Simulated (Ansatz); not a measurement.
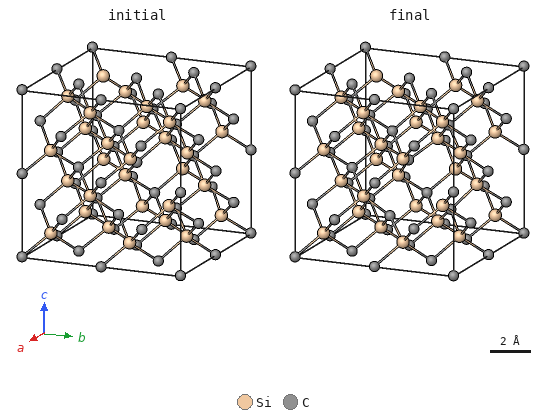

The structure of a defect cell of composition Si$_{31}$C$_{31}$ before (left) and after (right) a relaxation, at one scale.

The picture is a ball-and-stick view of the cell of the calculation (origin shifted), seen slightly off an axis.

Computed with DFT, PBEsol, PAW, plane waves in Ansatz 0.2.0. Set-up: plane-wave cutoff 420 eV; k-point mesh 1 × 1 × 1; mesh shifted by (0.25, 0.25, 0.25); collinear spin; atoms relaxed in a fixed cell; force threshold 0.03 eV/Å; at most 80 steps.

**Describe what moved and what it gained.**

The largest move is that of a C atom, 0.16 Å along [−1 −1 1]. Largest moves by element: C 0.16 Å, Si 0.06 Å. The cell doesn't change. Near-neighbour distances that change, for instance: C–Si 1.923 → 1.826 Å, C–Si 1.908 → 1.832 Å, C–Si 1.847 → 1.909 Å, C–Si 1.943 → 1.884 Å. Among the angles between lasting bonds that change: Si–C–Si 107.2° → 113.4°, Si–C–Si 107.6° → 113.2°, C–Si–C 111.7° → 106.1°. Over 3 geometry steps the energy falls by 1.281 eV per cell of the calculation. Largest force component: 1.7 eV/Å at the start, 0.015 eV/Å at the end. The run took roughly 4 core-minutes on a shared host.
